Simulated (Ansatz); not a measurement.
## Al₂O₃: single-point calculation

Al₂O₃ (10 atoms in the cell), computed with DFT PBE, scalar-relativistic, plane waves, PAW, no spin polarisation (Ansatz 0.2.0).

The structure derives from a Materials Project entry. It belongs to a series of runs on one base structure; here: band edges sought over the zone. Figures and captions count atoms from 1; the log counts them from 0 in places.

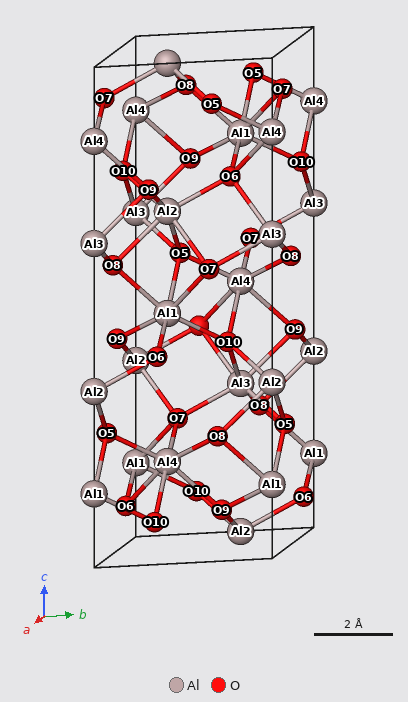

Figure 1. The structure (ball-and-stick view of the cell 3 times as large as that of the calculation, set on its symmetry axes, seen slightly off an axis; atoms are numbered from 1 in the order of the input). Near neighbours in the crystal (not all of them lie inside the picture): Al has 6 O at 1.87 to 1.99 Å; O has 4 Al at 1.87 to 1.99 Å.

The input
```yaml
crystal:
  lattice:
    - [2.4042988063, 1.3881225631, 4.374911747]
    - [-2.4042988063, 1.3881225631, 4.374911747]
    - [0.0, -2.7762451261, 4.374911747]
  atoms:
    - { symbol: Al, position: [0.1478748935, 0.1478748935, 0.1478748935] }
    - { symbol: Al, position: [0.3521251065, 0.3521251065, 0.3521251065] }
    - { symbol: Al, position: [0.6478748935, 0.6478748935, 0.6478748935] }
    - { symbol: Al, position: [0.8521251065, 0.8521251065, 0.8521251065] }
    - { symbol: O, position: [0.9438371958, 0.5561628042, 0.25] }
    - { symbol: O, position: [0.4438371958, 0.75, 0.0561628042] }
    - { symbol: O, position: [0.5561628042, 0.25, 0.9438371958] }
    - { symbol: O, position: [0.25, 0.9438371958, 0.5561628042] }
    - { symbol: O, position: [0.75, 0.0561628042, 0.4438371958] }
    - { symbol: O, position: [0.0561628042, 0.4438371958, 0.75] }
basis:
  ecutwfc: 420
  xc_grid: 2
kpoints:
  mp_grid: { grid: [6, 6, 6] }
  band_path: { path: [VBM, CBM], npoints: 2 }
hamiltonian:
  xc: pbe
scf:
  occupations: { method: gaussian, width: 0.02 }
output:
  forces: true
  stress: true
  eigenvalues: true
```

Run on 8 threads of Arm Neoverse V2, 24 GiB of memory available, shared host.

Run as:
```bash
ansatz run input.yaml --threads 8 --pin off --max-ram 16384MiB --backend cpu --events-out ev --progress --plain --runs-dir out
```

What the program printed
```
Engine: ansatz 0.2.0, aarch64-unknown-linux-gnu
Pseudopotentials: kind: paw
Pseudopotential: Al, paw, valence charge 3, recommended cutoff 420 eV (normal), Al.paw.azcp
Pseudopotential: O, paw, valence charge 6, recommended cutoff 420 eV (normal), O.paw.azcp
Functional definition: PBE
  parameter kappa = 0.804
  parameter beta = 0.06672455060314922
  exchange = pbe_x(kappa = kappa, mu = beta*pi^2/3)
  correlation = pbe_c(beta = beta)
Crystal: 10 atoms, lattice volume = 87.607 Å³
Basis set: ecut = 420 eV, 1707 PW (Γ), exchange–correlation on 72×72×72 points (8 copies of the dense FFT grid, shifted against one another)
Bands: 34, of which v1, the nominal top of the filled ones, is band 24 counted from 1 (23 counted from 0)
Symmetry: 12 space group operations
Space group: R-3c (ITA 167), of the structure as read, at distance tolerance 4.4e-5 Å
k-points: 32 of 216
Non-local potential: Al, projectors of the file, l = 0: 2, l = 1: 2, l = 2: 1
Non-local potential: O, projectors of the file, l = 0: 2, l = 1: 2, l = 2: 1
PAW form: soft (Blöchl's): semilocal exchange-correlation on the pseudo side does not see the compensation charge
PAW one-centre angular grid: Al, 110 points (default); XC on 64 Gauss nodes
PAW one-centre angular grid: O, 110 points (default); XC on 64 Gauss nodes
Initial density: superposition of atomic densities (neutral atoms: chi_scale 0, normalization atom), corrected by the library's trained network
Initial wavefunctions: pseudopotential atomic-orbital guess
Functional: x = pbe(κ = 0.804, μ = 0.2195149727645171), c = pbe(β = 0.06672455060314922)
SCF iter   1: F=—  HF=-5569.606687 eV  |F-HF|=—  |Δ(HF+E_count)|=         —  Δρ=1.68e-3  dr2=1.28e-3  ethr=1.77e-3  ⟨swp⟩=7.6  Hψ=5720  notcnv=0  defer=4
preconditioner: auto → Resta (q_TF=auto, 2.468 Å⁻¹)  ε∞=3.5  [insulator: Δε(μ)=5.843 eV  Ē_g=17.227 eV  σ=0.020 eV  W_gap=1.00  n_scr=20 (ndim 8)  ℏωp=27.5 eV  f_vac=0.000  D(μ)=0.00/eV (n_scr^D=0)  ε∞_Penn≈3.5]
SCF iter   2: F=—  HF=-5569.608202 eV  |F-HF|=—  |Δ(HF+E_count)|=   1.51e-3  Δρ=8.67e-4  dr2=2.94e-4  ethr=2.67e-6  ⟨swp⟩=2.1  Hψ=2293  notcnv=0  defer=127
SCF iter   3: F=—  HF=-5569.608803 eV  |F-HF|=—  |Δ(HF+E_count)|=   6.02e-4  Δρ=2.30e-4  dr2=2.82e-5  ethr=6.12e-7  ⟨swp⟩=2.0  Hψ=1689  notcnv=0  defer=127
SCF iter   4: F=—  HF=-5569.608870 eV  |F-HF|=—  |Δ(HF+E_count)|=   6.68e-5  Δρ=5.11e-5  dr2=1.24e-6  ethr=5.87e-8  ⟨swp⟩=2.0  Hψ=1530  notcnv=0  defer=127
iter 5 did not close the SCF: its close was put off for the readings that it lacked (scf_convergence_deferred on its scf_iter line)
SCF iter   5: F=-5569.608871 eV  HF=-5569.608871 eV  |F-HF|=3.11e-8  |Δ(HF+E_count)|=   1.16e-6  Δρ=1.22e-5  dr2=6.30e-8  ethr=2.57e-9  ⟨swp⟩=2.0  Hψ=1714  notcnv=0  defer=127
SCF iter   6: F=-5569.608871 eV  HF=-5569.608871 eV  |F-HF|=1.58e-9  |Δ(HF+E_count)|=   8.76e-9  Δρ=2.53e-6  dr2=3.11e-9  ethr=1.31e-10  ⟨swp⟩=8.1  Hψ=4922  notcnv=0
SCF 1 converged in 6 iterations: F = -5569.608871 eV  dr2 = 3.11e-9
  greatest PAW one-centre occupation: 0.858 electrons in one spin orbital (limit 2), on the O atom at site 9 (counted from 0), in its partial waves of l = 0
NSCF: frozen V_eff on 32 k-points
NSCF: frozen V_eff on 32 k-points
NSCF: frozen V_eff on 32 k-points
NSCF: frozen V_eff on 14 k-points
NSCF: frozen V_eff on 4 k-points
NSCF: frozen V_eff on 10 k-points
NSCF: frozen V_eff on 10 k-points
NSCF: frozen V_eff on 3 k-points
NSCF: frozen V_eff on 3 k-points
SCF converged after 6 iterations
Free energy (F): -5569.608871 eV
Harris-Foulkes:  -5569.608871 eV  (|F-HF|=1.58e-9)
Internal energy: -5569.608871 eV  (E = F + TS)
E sigma→0 (E₀):  -5569.608871 eV
Fermi energy:    10.283999 eV
--- Per-component energies (eV) ---
  E_band       = 52.925248
  E_kinetic    = 1178.337491
  E_local      = -2008.528261  (includes V_loc(G=0)·N_el)
  E_nonlocal   = 323.390106
  E_hartree    = 743.836838
  E_xc         = -612.292505
  E_vxc        = -695.390375  (∫ρ·V_xc dr)
  E_paw        = -2820.979833  (= ΣΔE_a)
  E_vpaw       = -232.571833  (= ΣTr[D̂ρ^β])
  E_aug_tail   = 0.015143  (compensation charges beyond the density's cutoff)
  E_ewald      = -2373.387851
  E_smearing   = -0.000000  (= −TS)
  E_closure    = 0.000000  (closes the sum)
  Σ components = -5569.608871   (vs F -5569.608871, Δ=0.00e0)
--- Forces (eV/Å), atoms counted from 1 ---
  atom   1  Al     0.00000000    -0.00000000    -0.00417548
  atom   2  Al     0.00000000     0.00000000     0.00417548
  atom   3  Al    -0.00000000    -0.00000000    -0.00417548
  atom   4  Al    -0.00000000     0.00000000     0.00417548
  atom   5  O     -0.00205569     0.00000000     0.00000000
  atom   6  O     -0.00102785    -0.00178028     0.00000000
  atom   7  O      0.00102785     0.00178028    -0.00000000
  atom   8  O      0.00102785    -0.00178028     0.00000000
  atom   9  O     -0.00102785     0.00178028    -0.00000000
  atom  10  O      0.00205569     0.00000000     0.00000000
  max |Σ_I F_I| component: 3.18e-18 eV/Å
--- Stress (GPa, compression-positive) ---
        0.015939       0.000000       0.000000
        0.000000       0.015939      -0.000000
        0.000000      -0.000000      -0.008707
  P = ⅓ Tr σ = 0.0077 GPa (0.077 kbar)
--- Band table (eV; the first three rows and the last of 32) ---
  k-point 0: bands = ["-11.6328", "-9.4213", "-9.1591", "-9.1591", "-8.8576", "-8.8576", "0.6267", "1.5883", "1.9868", "1.9868", "3.0744", "3.2038", "3.2038", "4.1855", "4.4734", "5.9876", "5.9876", "6.1262", "6.1262", "6.8992", "6.8992", "7.3286", "7.3286", "7.3582", "13.2098", "16.2825", "17.7506", "18.6435", "18.6435", "18.7974", "19.5274", "19.5274", "19.6203", "20.5189"]
  k-point 1: bands = ["-11.4956", "-9.4903", "-9.2347", "-9.1848", "-8.9219", "-8.8674", "0.7751", "1.3611", "1.8040", "2.5518", "2.5805", "3.1417", "4.0392", "4.7122", "4.7531", "5.5178", "5.8847", "6.0212", "6.1885", "6.5210", "6.7153", "7.0333", "7.2922", "7.3158", "13.8453", "16.7762", "17.3542", "18.3195", "18.3412", "18.6517", "19.6315", "19.7577", "20.0614", "20.0741"]
  k-point 2: bands = ["-11.1063", "-9.9228", "-9.2103", "-9.1832", "-9.0577", "-8.9283", "0.9629", "1.4105", "1.6310", "2.4465", "3.2055", "3.6548", "4.4097", "5.0374", "5.1487", "5.2535", "5.5720", "5.7029", "5.9660", "6.0419", "6.5574", "6.8431", "7.1533", "7.1909", "15.1620", "16.8819", "17.2574", "17.5572", "18.0601", "18.6034", "19.4274", "19.5904", "20.0532", "20.6175"]
  k-point 31: bands = ["-10.6809", "-10.6809", "-9.0259", "-9.0259", "-9.0259", "-9.0259", "1.9033", "1.9033", "3.0675", "3.0675", "3.0675", "3.0675", "3.3622", "3.3622", "5.1869", "5.1869", "5.4419", "5.4419", "5.4419", "5.4419", "7.0078", "7.0078", "7.0078", "7.0078", "15.7164", "15.7164", "18.2307", "18.2307", "19.4514", "19.4514", "19.8425", "19.8425", "19.8425", "19.8425"]
```

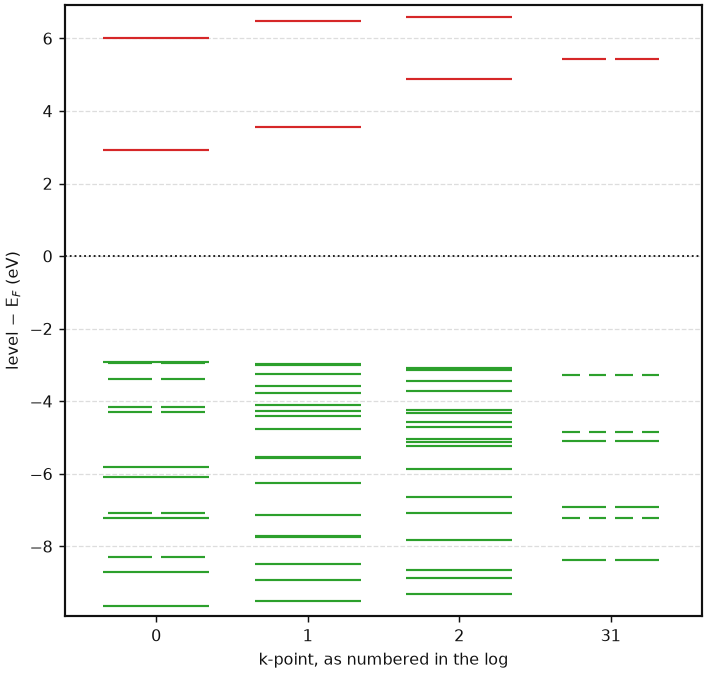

Figure 2. Kohn–Sham levels near the Fermi level (dotted) at the few k-points that the log prints; levels within 0.02 eV of each other stand side by side. Among these points the highest filled and lowest empty levels are 5.85 eV apart, which is the gap on the mesh.

Results in brief

```json
{"quantity": "outcome", "value": "converged"}
{"quantity": "space group (tolerance 0.01 Å)", "value": "R-3c (167)"}
{"quantity": "electrons treated", "value": "48"}
{"quantity": "free energy", "value": "−5569.6089 eV"}
{"quantity": "Fermi energy", "value": "10.284 eV"}
{"quantity": "gap on the k-point mesh", "value": "5.85 eV"}
{"quantity": "gap on the band path", "value": "5.85 eV"}
{"quantity": "pressure", "value": "0.01 GPa"}
{"quantity": "largest force (length of the vector)", "value": "0.004 eV/Å"}
{"quantity": "wall time", "value": "2.1 s (CPU time 14 s)"}
{"quantity": "peak memory", "value": "0.49 GiB"}
```
